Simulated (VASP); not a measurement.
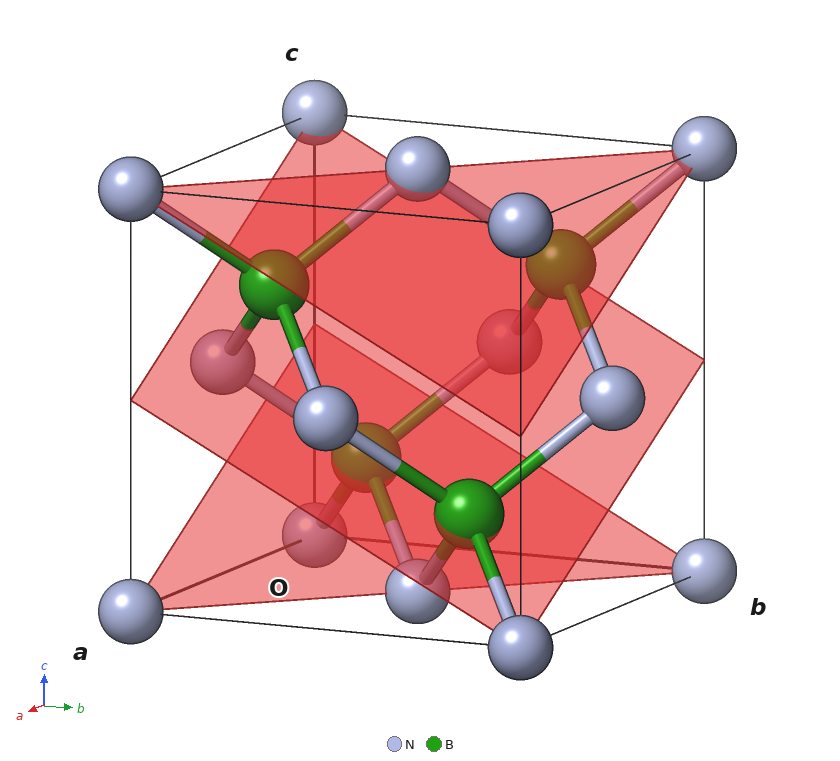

Crystal: BN, the geometry relaxed with VASP Kohn-Sham DFT of a periodic cell, HSEsol, VASP PAW PBE potentials, recommended in VASP 6.6.1. Every member of one family of equally spaced planes, hx + ky + lz = a whole number, that cuts the unit cell is shaded (one member passes through the origin O, touching the cell only at an edge or corner). Geometry calculated from the standardised cell; symmetry tolerance 0.002 Å.

a = 3.587 Å, b = 3.587 Å, c = 3.587 Å, α = 90.00°, β = 90.00°, γ = 90.00°.

Q: What are the Miller indices?

A: (1 1 2); the opposite sign names the same planes. The member next to the origin meets the axes a at 1, b at 1, c at 1/2.

Q: What is the spacing?

A: d = 1.464 Å.

Q: Which atoms of the cell lie in these planes (within 0.03 Å)?

A: 2 of the 4 N, 2 of the 4 B.
